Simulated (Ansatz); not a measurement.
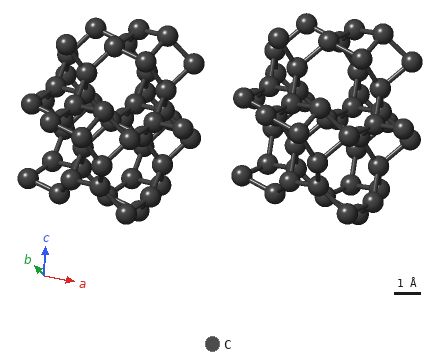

Two geometries of solid C (a generated structure, set up in R32) (coarse preliminary run), drawn at one scale. One is the start of a relaxation, the other its converged end. Style: ball-and-stick. Shown: the atoms within 4.2 Å of the atom that moves most (axes of the cell of the calculation), slightly off an axis.

The calculation used DFT PBE, scalar-relativistic, plane waves, PAW (Ansatz). Set-up: plane-wave cutoff 420 eV; k-point mesh 6 × 6 × 6; occupations gaussian; smearing width 0.1 eV; no spin polarisation; cell and atoms relaxed; force threshold 0.04 eV/Å; at most 70 steps.

### Which geometry has the lower energy?

The right one is the relaxed one. After 5 accepted moves (7 points after the start) the energy has fallen by 379 meV per atom. The largest force component goes from 5.1 to 0.0044 eV/Å. Pressure: 49.16 GPa at the start and 0.03 GPa at the end. At 2 points the geometry stayed and the basis and grid were re-selected for the new cell (energy shift of 8.6 meV per atom at most each time). The largest moves relative to the cell, 0.15 Å, are those of C atoms. The drawn cell changes as follows: a = b = c 3.188 → 3.362 Å (+5.5 %), α 100.8° → 103.3°, β 100.8° → 103.3°, γ 100.8° → 103.3°; the volume changes by +13.0 %. Among the contacts that change: C–C 1.528 → 1.615 Å, C–C 1.521 → 1.585 Å, C–C 1.489 → 1.445 Å. Among the angles between lasting bonds that change: C–C–C 149.5° → 132.3°, C–C–C 137.5° → 147.6°, C–C–C 103.1° → 109.4°. The space group stays R32 (No. 155).
